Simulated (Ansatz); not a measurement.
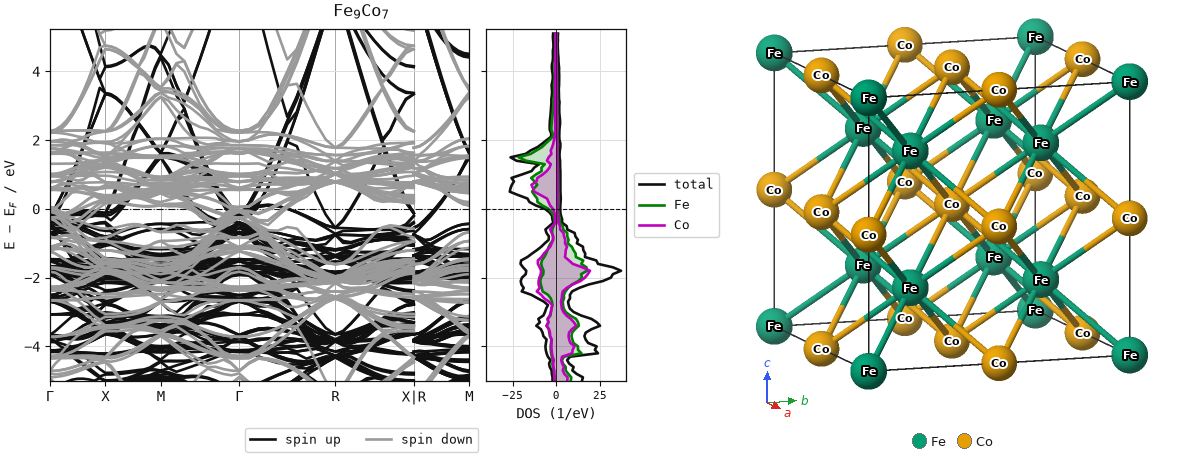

What does this figure show?

Band structure and density of states of Fe₉Co₇, space group Pm-3m (No. 221), 16 atoms in the cell, beside the structure. Ansatz 0.2.0; DFT PBEsol, scalar-relativistic, plane waves, PAW, spin-polarised, 6×6×6 k mesh, 420 eV cutoff, Gaussian smearing of 0.1 eV. Energies are counted from the Fermi level. The partial curves are projected on Löwdin-orthogonalised atomic shells. Spin-down states are drawn negative.

A metal: bands cross the Fermi level along this path. Bands cross the Fermi level on every line of the path. The density of states at the Fermi level isn't well fixed here: it changes fast, and within 0.3 eV it runs from 5.2 to 19 per eV and cell. The two spin channels differ: the cell has a net moment of 36.5 μB, with spin up in the majority.
